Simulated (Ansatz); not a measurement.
# Quasi-harmonic thermodynamics of KI (Fm-3m)

How much does KI expand with temperature?

What experiment has found for this phase:
- volume expansion coefficient 113.7 1e-6/K near room temperature (given in “Descriptors for thermal expansion in solids”, 2017, arXiv:1701.03966)

Main program and level: Ansatz 0.2.0; DFT LDA, scalar-relativistic, plane waves, PAW.

## 1. Set-up

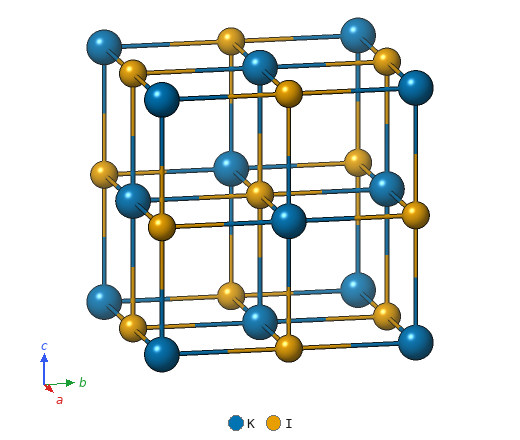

The starting structure, seen slightly off an axis (potassium blue, iodine orange). This picture shows the conventional cell, with its axes. Some periodic images of atoms are drawn too.

## 2. A first coarse run

A cheap single point shows whether the cell is a metal or an insulator and how far it is from rest; that sets the k-mesh and the occupations of what follows.

File input.yaml:

```yaml
crystal:
  lattice:
    - [0.0, 3.532775, 3.532775]
    - [3.532775, 0.0, 3.532775]
    - [3.532775, 3.532775, 0.0]
  atoms:
    - { symbol: K, position: [0.0, 0.0, 0.0] }
    - { symbol: I, position: [0.5, 0.5, 0.5] }
kpoints:
  mp_grid: { grid: [4, 4, 4] }
hamiltonian:
  xc: lda
scf:
  occupations: { method: gaussian, width: 0.1 }
  lower_state_search: "off"
output:
  forces: true
  stress: true
  eigenvalues: true
```

Command:

```sh
ansatz run input.yaml --threads 4 --pin off --max-ram 16384MiB --backend cpu --events-out ev --progress --plain --runs-dir out
```

Numbers of over 12 decimals in the logs are rounded to 6 here.

Log:

```text
Engine: ansatz 0.2.0, aarch64-unknown-linux-gnu
Pseudopotentials: kind: paw
Pseudopotential: K, paw, valence charge 9, recommended cutoff 420 eV (normal), K.paw.azcp
Pseudopotential: I, paw, valence charge 17, recommended cutoff 420 eV (normal), I.paw.azcp
Functional definition: SPW92
  exchange = slater_x
  correlation = pw_c
Crystal: 2 atoms, lattice volume = 88.182 Å³
Basis set: ecut = 420 eV, 1759 PW (Γ)
Bands: 17, of which v1, the nominal top of the filled ones, is band 13 counted from 1 (12 counted from 0)
Symmetry: 48 space group operations
Space group: Fm-3m (ITA 225), of the structure as read, at distance tolerance 4.5e-5 Å
k-points: 8 of 64
Non-local potential: K, projectors of the file, l = 0: 3, l = 1: 2, l = 2: 2
Non-local potential: I, projectors of the file, l = 0: 2, l = 1: 2, l = 2: 2, l = 3: 2
PAW form: soft (Blöchl's): semilocal exchange-correlation on the pseudo side does not see the compensation charge
PAW frozen core: K, regenerated for the run's functional, and the local potential with it (the file was generated under x = pbe(κ = 0.804, μ = 0.219515), c = pbe(β = 0.066725))
PAW frozen core: I, regenerated for the run's functional, and the local potential with it (the file was generated under x = pbe(κ = 0.804, μ = 0.219515), c = pbe(β = 0.066725))
PAW one-centre angular grid: K, 110 points (default); XC on 64 Gauss nodes
PAW one-centre angular grid: I, 590 points (default); XC on 64 Gauss nodes
Initial density: superposition of atomic densities (neutral atoms: chi_scale 0, normalization atom), corrected by the library's trained network
Initial wavefunctions: pseudopotential atomic-orbital guess
Functional: x = slater, c = lda
SCF iter   1: F=—  HF=-8855.058116 eV  |F-HF|=—  |Δ(HF+E_count)|=         —  Δρ=4.31e-3  dr2=7.36e-3  ethr=1.77e-3  ⟨swp⟩=6.4  Hψ=763  notcnv=0
preconditioner: auto → none  [insulator: Δε(μ)=3.589 eV  Ē_g=13.460 eV  σ=0.100 eV  W_gap=1.00  n_scr=14 (ndim 8)  ℏωp=14.8 eV  f_vac=0.139  D(μ)=0.00/eV (n_scr^D=0)  ε∞_Penn≈2.2]
SCF iter   2: F=—  HF=-8855.055429 eV  |F-HF|=—  |Δ(HF+E_count)|=   2.69e-3  Δρ=2.15e-3  dr2=1.72e-3  ethr=2.83e-5  ⟨swp⟩=2.0  Hψ=243  notcnv=0
SCF iter   3: F=—  HF=-8855.055399 eV  |F-HF|=—  |Δ(HF+E_count)|=   2.95e-5  Δρ=6.36e-4  dr2=6.39e-4  ethr=6.60e-6  ⟨swp⟩=2.0  Hψ=240  notcnv=0
SCF iter   4: F=—  HF=-8855.055102 eV  |F-HF|=—  |Δ(HF+E_count)|=   2.97e-4  Δρ=1.40e-4  dr2=2.32e-5  ethr=2.46e-6  ⟨swp⟩=3.0  Hψ=240  notcnv=0
SCF iter   5: F=—  HF=-8855.055087 eV  |F-HF|=—  |Δ(HF+E_count)|=   1.49e-5  Δρ=2.57e-5  dr2=7.37e-7  ethr=8.94e-8  ⟨swp⟩=2.0  Hψ=240  notcnv=0
SCF iter   6: F=-8855.055087 eV  HF=-8855.055087 eV  |F-HF|=4.18e-9  |Δ(HF+E_count)|=   3.67e-7  Δρ=4.17e-6  dr2=8.35e-9  ethr=3.85e-10  ⟨swp⟩=7.2  Hψ=691  notcnv=0
SCF 1 converged in 6 iterations: F = -8855.055087 eV  dr2 = 8.35e-9
  greatest PAW one-centre occupation: 1.000 electrons in one spin orbital (limit 2), on the I atom at site 1 (counted from 0), in its partial waves of l = 2
SCF converged after 6 iterations
Free energy (F): -8855.055087 eV
Harris-Foulkes:  -8855.055087 eV  (|F-HF|=4.18e-9)
Internal energy: -8855.055087 eV  (E = F + TS)
E sigma→0 (E₀):  -8855.055087 eV
Fermi energy:    3.803860 eV
--- Per-component energies (eV) ---
  E_band       = -527.480400
  E_kinetic    = 443.126765
  E_local      = -2837.770020  (includes V_loc(G=0)·N_el)
  E_nonlocal   = -69.792785
  E_hartree    = 1340.208690
  E_xc         = -260.082891
  E_vxc        = -291.967389  (∫ρ·V_xc dr)
  E_paw        = -5403.351261  (= ΣΔE_a)
  E_vpaw       = -451.491452  (= ΣTr[D̂ρ^β])
  E_aug_tail   = 0.000059  (compensation charges beyond the density's cutoff)
  E_ewald      = -2068.432357
  E_core_change = 1.038715  (= ΣΔE_core)
  E_smearing   = -0.000000  (= −TS)
  E_closure    = 0.000000  (closes the sum)
  Σ components = -8855.055087   (vs F -8855.055087, Δ=0.00e0)
--- Forces (eV/Å), atoms counted from 1 ---
  atom   1  K     -0.00000000    -0.00000000     0.00000000
  atom   2  I      0.00000000    -0.00000000    -0.00000000
  max |Σ_I F_I| component: 5.90e-29 eV/Å
--- Stress (GPa, compression-positive) ---
       -1.306057      -0.000000       0.000000
       -0.000000      -1.306057      -0.000000
       -0.000000       0.000000      -1.306057
  P = ⅓ Tr σ = -1.3061 GPa (-13.061 kbar)
--- Band table (eV; the first three rows and the last of 8) ---
  k-point 0: bands = [... 9 lower, -8.6159, 1.9998, 1.9998, 1.9998, 5.6049, 8.3004, 8.3004, 8.3004]
  k-point 1: bands = [... 9 lower, -8.4586, 1.1936, 1.8150, 1.8150, 6.7450, 8.3421, 8.9143, 8.9143]
  k-point 2: bands = [... 9 lower, -8.3140, 0.6162, 1.6482, 1.6482, 7.2494, 9.4415, 9.9806, 9.9806]
  k-point 7: bands = [... 9 lower, -8.4050, 1.2421, 1.2421, 1.3710, 8.2401, 8.2401, 8.3955, 9.9118]
```

The job ended after 0.37 s (4 threads of Arm Neoverse V2, shared host; peak memory 0.31 GiB; 0.94 s of CPU time).

Reading the cycles: dr2 is the Hartree energy of the density residual (eV), the measure of convergence; HF is the Harris–Foulkes estimate of the energy, which meets the free energy F at convergence.

A gap read on the k-mesh alone can miss the band edges.

This step gave:

```
pressure          : -1.306 GPa
gap on the k-mesh : 3.605 eV
volume per atom   : 44.09 Å³/atom
```

The start is under -1.3 GPa at this level and looks like an insulator or semiconductor on this mesh.

## 3. Finding the static equilibrium

The vibrations must be taken about the equilibrium of this functional, not about the starting cell, so the structure is relaxed.

input.yaml, the sections that differ from step 2:

```yaml
kpoints:
  mp_grid: { grid: [6, 6, 6] }
scf:
  occupations: { method: gaussian, width: 0.02 }
  lower_state_search: "off"
output:
  forces: true
  stress: true
  eigenvalues: true
  write_density: true
  write_potential: true
  elf: true
  volumetric_format: npy
relax:
  adjacent_minimum: "off"
  f_tol: 0.005
  max_steps: 80
  cell: { stress_tol: 0.05 }
# crystal, hamiltonian: as in step 2
```

Log:

```text
[...]
Crystal: 2 atoms, lattice volume = 88.182 Å³
Basis set: ecut = 420 eV, 1759 PW (Γ)
Bands: 17, of which v1, the nominal top of the filled ones, is band 13 counted from 1 (12 counted from 0)
Symmetry: 48 space group operations
[...]
k-points: 16 of 216
[...]
SCF iter   1: F=—  HF=-8855.059262 eV  |F-HF|=—  |Δ(HF+E_count)|=         —  Δρ=4.31e-3  dr2=7.75e-3  ethr=1.77e-3  ⟨swp⟩=6.9  Hψ=1633  notcnv=0
[...]
SCF iter   6: F=-8855.056220 eV  HF=-8855.056220 eV  |F-HF|=1.46e-10  |Δ(HF+E_count)|=   1.33e-7  Δρ=2.18e-6  dr2=1.11e-9  ethr=3.85e-10  ⟨swp⟩=10.5  Hψ=2045  notcnv=0
SCF 1 converged in 6 iterations: F = -8855.056220 eV  dr2 = 1.11e-9
[...]
relax step   1: F+E_penalty+E_count = -8855.05622008 eV  Δ(F+E_penalty+E_count) = +0.000e0 eV  max|allowed force component| = 2.846e-29 eV/Å  Δτ_max = 0.0000 Å  P = -1.314 GPa  Ω = 88.182 Å³  (6 SCF iters, dr2 threshold 1.00e-7 eV, accepted)
Crystal: 2 atoms, lattice volume = 84.449 Å³
Basis set: ecut = 420 eV, 1639 PW (Γ)
[...]
iter 1 solved again at ethr=1.13e-5 eV; its pass at ethr=3.10e-3 eV (dr2=2.94e-3 eV) is discarded
[...]
SCF iter   5: F=-8855.082313 eV  HF=-8855.082313 eV  |F-HF|=2.07e-8  |Δ(HF+E_count)|=   5.87e-7  Δρ=8.23e-6  dr2=5.23e-8  ethr=7.69e-10  ⟨swp⟩=8.8  Hψ=2106  notcnv=0
SCF 2 converged in 5 iterations: F = -8855.082313 eV  dr2 = 5.23e-8
relax step   2: F+E_penalty+E_count = -8855.08231257 eV  Δ(F+E_penalty+E_count) = -2.609e-2 eV  max|allowed force component| = 2.353e-29 eV/Å  Δτ_max = 0.0000 Å  P = -0.873 GPa  Ω = 84.449 Å³  energy of the carried Pulay correction = +3.668e-4 eV  (5 SCF iters, dr2 threshold 2.00e-7 eV, accepted)
Crystal: 2 atoms, lattice volume = 77.921 Å³
Basis set: ecut = 420 eV, 1471 PW (Γ)
[...]
SCF iter   5: F=-8855.097018 eV  HF=-8855.097018 eV  |F-HF|=4.22e-8  |Δ(HF+E_count)|=   1.60e-6  Δρ=1.40e-5  dr2=1.40e-7  ethr=7.69e-10  ⟨swp⟩=9.3  Hψ=2191  notcnv=0
SCF 3 converged in 5 iterations: F = -8855.097018 eV  dr2 = 1.40e-7
relax step   3: F+E_penalty+E_count = -8855.09701786 eV  Δ(F+E_penalty+E_count) = -1.471e-2 eV  max|allowed force component| = 1.006e-29 eV/Å  Δτ_max = 0.0000 Å  P = +0.279 GPa  Ω = 77.921 Å³  energy of the carried Pulay correction = +1.048e-3 eV  (5 SCF iters, dr2 threshold 2.00e-7 eV, accepted)
[...]
relax step   4: F+E_penalty+E_count = -8855.09796327 eV  Δ(F+E_penalty+E_count) = -9.454e-4 eV  max|allowed force component| = 1.630e-29 eV/Å  Δτ_max = 0.0000 Å  P = -0.035 GPa  Ω = 79.408 Å³  energy of the carried Pulay correction = +8.882e-4 eV  (5 SCF iters, dr2 threshold 1.95e-7 eV, accepted)
[...]
SCF iter   5: F=-8855.097118 eV  HF=-8855.097118 eV  |F-HF|=0.00e0  |Δ(HF+E_count)|=  1.26e-10  Δρ=1.19e-7  dr2=5.05e-12  ethr=1.00e-12  ⟨swp⟩=5.2  Hψ=1517  notcnv=0
SCF 5 converged in 5 iterations: F = -8855.097118 eV  dr2 = 5.05e-12
relax step   5: F+E_penalty+E_count = -8855.09711844 eV  Δ(F+E_penalty+E_count) = +8.448e-4 eV  max|allowed force component| = 1.417e-29 eV/Å  Δτ_max = 0.0000 Å  P = -0.038 GPa  Ω = 79.408 Å³  stress off target by 3.84e-2 GPa  SCF on the basis re-selected at this cell (its energy is not comparable with the rows above)  (5 SCF iters)
basis re-selected at this cell: Δ(F+E_penalty+E_count) = +8.448e-4 eV, ΔP = -0.003 GPa vs the last step (what re-selecting the basis moved, of the pressure what is left beyond the Pulay correction that the steps carried, after the strain that the cell walked since its last selection, with what the two solves' SCF thresholds leave and, on support functions, any second-order correction that the steps lacked; it is no m [...]
SCF converged after 5 iterations
Free energy (F): -8855.097118 eV
[...]
Internal energy: -8855.097118 eV  (E = F + TS)
E sigma→0 (E₀):  -8855.097118 eV
Fermi energy:    4.810176 eV
[...]
--- Stress (GPa, compression-positive) ---
       -0.038388      -0.000000      -0.000000
       -0.000000      -0.038388      -0.000000
       -0.000000      -0.000000      -0.038388
  P = ⅓ Tr σ = -0.0384 GPa (-0.384 kbar)
--- Band table (eV; the first three rows and the last of 16) ---
  k-point 0: bands = [... 9 lower, -7.9116, 2.8787, 2.8787, 2.8787, 6.7415, 9.1180, 9.1180, 9.1180]
  k-point 1: bands = [... 9 lower, -7.7683, 2.3414, 2.7541, 2.7541, 7.4447, 9.0654, 9.4424, 9.4424]
  k-point 2: bands = [... 9 lower, -7.5280, 1.5541, 2.5282, 2.5282, 8.1001, 9.9320, 10.2473, 10.2473]
  k-point 15: bands = [... 9 lower, -7.6210, 1.8190, 2.1883, 2.1888, 8.2396, 9.3052, 10.2348, 11.3240]
--- Relaxed structure (4 steps of the walk, 4 accepted, 1 SCFs on fresh bases) ---
  F+E_penalty+E_count = -8855.09711844 eV   max|allowed force component| = 1.417e-29 eV/Å   (the final SCF, on the basis selected at the relaxed cell)
  cell:  # Å, volume = 79.4081 Å³
    - [0, 3.411496, 3.411496]
    - [3.411496, 0, 3.411496]
    - [3.411496, 3.411496, 0]
  atoms:
    - { symbol: K, position: [0, 0, 0] }
    - { symbol: I, position: [0.5, 0.5, 0.5] }
```

It took 2.4 s on 4 threads; peak memory 0.35 GiB; 7.7 s of CPU time.

Relaxation path:

| step | energy less that of the first step (eV) | largest force component (eV/Å) | pressure (GPa) | volume (Å³) |
| --- | --- | --- | --- | --- |
| 1 | 0.0000 | 0.0000 | -1.31 | 88.18 |
| 2 | -0.0261 | 0.0000 | -0.87 | 84.45 |
| 3 | -0.0408 | 0.0000 | 0.28 | 77.92 |
| 4 | -0.0417 | 0.0000 | -0.04 | 79.41 |
| 5* | -0.0409 | 0.0000 | -0.04 | 79.41 |

Relaxation steps marked * repeat the geometry before them on a plane-wave basis chosen anew for their cell, so energy and pressure can jump there.

Forces are held to the 48 operations that the run works with; a distortion that breaks them can't arise in this run.

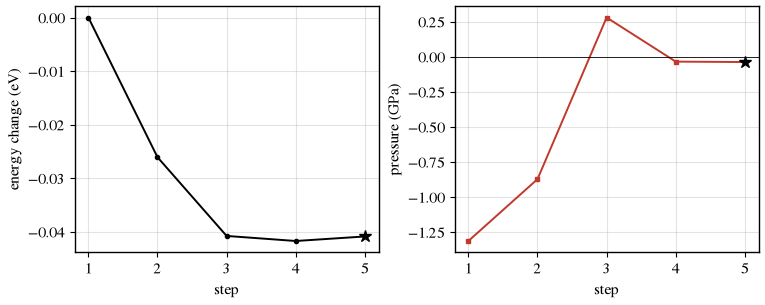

Energy and pressure along the relaxation. Stars mark steps on a basis chosen anew.

| conventional cell, symmetrised | before | after | change |
| --- | --- | --- | --- |
| a (Å) | 7.066 | 6.823 | -3.4 % |
| b (Å) | 7.066 | 6.823 | -3.4 % |
| c (Å) | 7.066 | 6.823 | -3.4 % |
| volume (Å³/atom) | 44.09 | 39.70 | -9.9 % |

The relaxed structure:

```
K I
1.0
     0.00000    3.41150    3.41150
     3.41150    0.00000    3.41150
     3.41150    3.41150    0.00000
K I
1 1
Cartesian
  0.0000 0.0000 0.0000
  3.4115 3.4115 3.4115
```

Numbers from this step:

* pressure: -0.03839 GPa
* gap on the k-mesh: 3.863 eV
* volume per atom: 39.70 Å³/atom

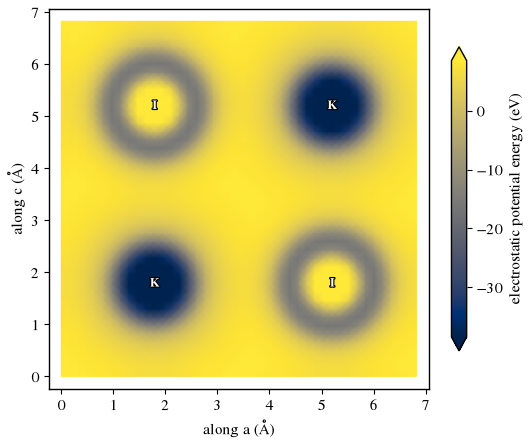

Electrostatic potential energy in the ac plane of the conventional cell at fractional y = 0.000, with atoms of K and I within 0.2 Å of it. With pseudopotentials it is smooth inside the atoms' cores, unlike the true potential. The map starts off the cell's origin, so that atoms lie inside it.

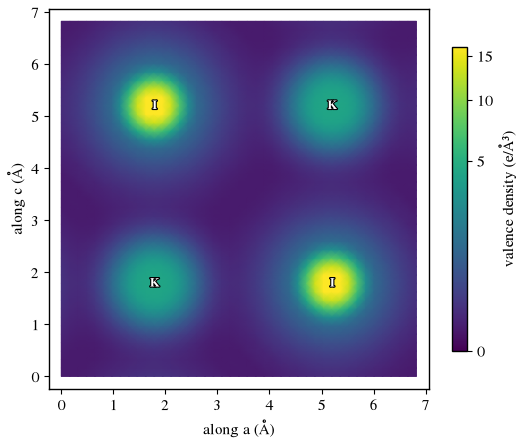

Valence density in the ac plane of the conventional cell at fractional y = 0.000, with atoms of K and I within 0.2 Å of it. It is the smooth field of the valence electrons, not physical close to the nuclei. The map starts off the cell's origin, so that atoms lie inside it. The colour scale is stretched toward low values.

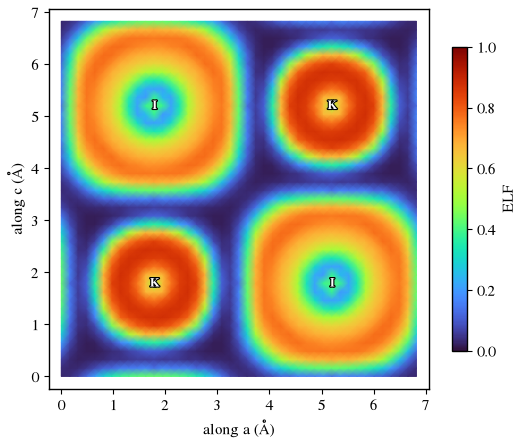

ELF in the ac plane of the conventional cell at fractional y = 0.000, with atoms of K and I within 0.2 Å of it. It is the smooth field of the valence electrons, not physical close to the nuclei. The map starts off the cell's origin, so that atoms lie inside it.

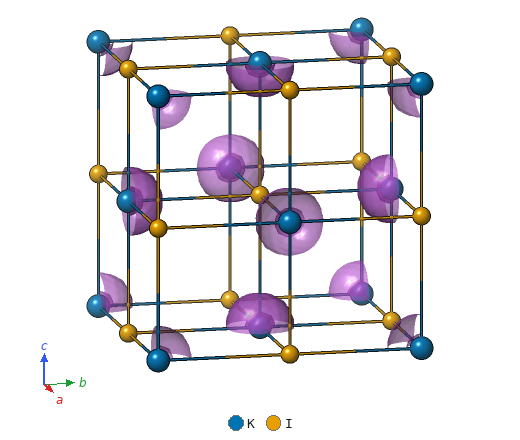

Surface of ELF = 0.8.

The relaxation ends with a pressure of -0.04 GPa.

## 4. A second relaxation

The relaxation is run once more from where the first one ended, as the script does after a large change of volume or of the gap, with mesh and occupations reviewed.

input.yaml, the sections that differ from step 3:

```yaml
crystal:
  lattice:
    - [0.0, 3.4114960207, 3.4114960207]
    - [3.4114960207, 0.0, 3.4114960207]
    - [3.4114960207, 3.4114960207, 0.0]
  atoms:
    - { symbol: K, position: [0.0, 0.0, 0.0] }
    - { symbol: I, position: [0.5, 0.5, 0.5] }
output:
  forces: true
  stress: true
  eigenvalues: true
# kpoints, hamiltonian, scf, relax: as in step 3
```

Log:

```text
[...]
Crystal: 2 atoms, lattice volume = 79.408 Å³
Basis set: ecut = 420 eV, 1471 PW (Γ)
Bands: 17, of which v1, the nominal top of the filled ones, is band 13 counted from 1 (12 counted from 0)
Symmetry: 48 space group operations
[...]
k-points: 16 of 216
[...]
k-point 15: bands = [... 9 lower, -7.6210, 1.8190, 2.1883, 2.1888, 8.2396, 9.3052, 10.2348, 11.3240]
--- Relaxed structure (1 steps of the walk, 1 accepted, 1 SCFs on fresh bases) ---
[...]
cell:  # Å, volume = 79.4081 Å³
    - [0.0, 3.4114960207, 3.4114960207]
    - [3.4114960207, 0.0, 3.4114960207]
    - [3.4114960207, 3.4114960207, 0.0]
  atoms:
    - { symbol: K, position: [0.0, 0.0, 0.0] }
    - { symbol: I, position: [0.5, 0.5, 0.5] }
[key lines of the parts left out:]
SCF converged after 4 iterations
Free energy (F): -8855.097118 eV
Fermi energy:    4.810174 eV
P = ⅓ Tr σ = -0.0384 GPa (-0.384 kbar)
```

Wall time 0.94 s (4 threads); peak memory 0.34 GiB; 2.9 s of CPU time.

Little changed from the start: no atom moved by 0.005 Å and no cell edge by 0.1 %.

## 5. Tight relaxation

The thresholds are tightened for a last relaxation ahead of the phonons, and where mesh or smearing change with them the cell follows.

input.yaml, the sections that differ from step 4:

```yaml
kpoints:
  mp_grid: { grid: [8, 8, 8] }
scf:
  occupations: { method: fixed }
  lower_state_search: "off"
relax:
  adjacent_minimum: "off"
  f_tol: 0.001
  max_steps: 60
  cell: { stress_tol: 0.01 }
# crystal, hamiltonian, output: as in step 4
```

Log:

```text
[...]
Crystal: 2 atoms, lattice volume = 79.408 Å³
Basis set: ecut = 420 eV, 1471 PW (Γ)
Bands: 17, of which v1, the nominal top of the filled ones, is band 13 counted from 1 (12 counted from 0)
Symmetry: 48 space group operations
[...]
k-points: 29 of 512
[...]
k-point 28: bands = [... 9 lower, -7.5696, 2.0063, 2.0063, 2.1291, 9.1790, 9.1790, 9.5838, 11.2370]
--- Relaxed structure (3 steps of the walk, 3 accepted, 1 SCFs on fresh bases) ---
[...]
cell:  # Å, volume = 79.2141 Å³
    - [0, 3.408716, 3.408716]
    - [3.408716, 0, 3.408716]
    - [3.408716, 3.408716, 0]
  atoms:
    - { symbol: K, position: [0, 0, 0] }
    - { symbol: I, position: [0.5, 0.5, 0.5] }
[key lines of the parts left out:]
SCF converged after 5 iterations
Free energy (F): -8855.097171 eV
Fermi energy:    2.900636 eV
P = ⅓ Tr σ = 0.0002 GPa (0.002 kbar)
```

Run time: 2.5 s. Hardware: 4 threads; peak memory 0.36 GiB.

Little changed from the start: no atom moved by 0.005 Å and no cell edge by 0.1 %.

Numbers from this step:

| Property | Result |
| --- | --- |
| pressure | 2.00e-4 GPa |
| gap on the k-mesh | 3.869 eV |
| volume per atom | 39.61 Å³/atom |

The residual pressure is 2.0e-4 GPa, small enough for phonons.

## 6. A new level, relaxed again

The functional, the potentials or the cutoff change, so the crystal is relaxed again at the new setting.

input.yaml, the sections that differ from step 5:

```yaml
crystal:
  lattice:
    - [0.0, 3.4087163076, 3.4087163076]
    - [3.4087163076, 0.0, 3.4087163076]
    - [3.4087163076, 3.4087163076, 0.0]
  atoms:
    - { symbol: K, position: [0.0, 0.0, 0.0] }
    - { symbol: I, position: [0.5, 0.5, 0.5] }
basis:
  ecutwfc: 550.0
# kpoints, hamiltonian, scf, output, relax: as in step 5
```

Log:

```text
[...]
Crystal: 2 atoms, lattice volume = 79.214 Å³
Basis set: ecut = 550 eV, 2277 PW (Γ)
Bands: 17, of which v1, the nominal top of the filled ones, is band 13 counted from 1 (12 counted from 0)
Symmetry: 48 space group operations
[...]
k-points: 29 of 512
[...]
k-point 28: bands = [... 9 lower, -7.5694, 2.0063, 2.0063, 2.1291, 9.1788, 9.1788, 9.5836, 11.2369]
--- Relaxed structure (1 steps of the walk, 1 accepted, 1 SCFs on fresh bases) ---
[...]
cell:  # Å, volume = 79.2141 Å³
    - [0.0, 3.4087163076, 3.4087163076]
    - [3.4087163076, 0.0, 3.4087163076]
    - [3.4087163076, 3.4087163076, 0.0]
  atoms:
    - { symbol: K, position: [0.0, 0.0, 0.0] }
    - { symbol: I, position: [0.5, 0.5, 0.5] }
[key lines of the parts left out:]
SCF converged after 6 iterations
Free energy (F): -8855.098815 eV
Fermi energy:    2.900622 eV
P = ⅓ Tr σ = 0.0005 GPa (0.005 kbar)
```

Elapsed: 1.8 s, on 4 threads; peak memory 0.4 GiB; 6.1 s of CPU time.

Little changed from the start: no atom moved by 0.005 Å and no cell edge by 0.1 %.

Numbers from this step:

- pressure: 5.10e-4 GPa

The residual pressure is 5.1e-4 GPa, small enough for phonons.

(Continued in part 2 of 3.)

[Logs are printed without paths, hosts, clocks, repeated set-up lines and the standing remarks that a program may print on its own settings, such as how far it seeks lower states.]

[Hosts, paths, dates, database ids (printed as entryN), source tags and the programs' standing remarks are cut or masked in the printed files.]

[A step with changed settings may run another functional than the one named; its input shows which.]
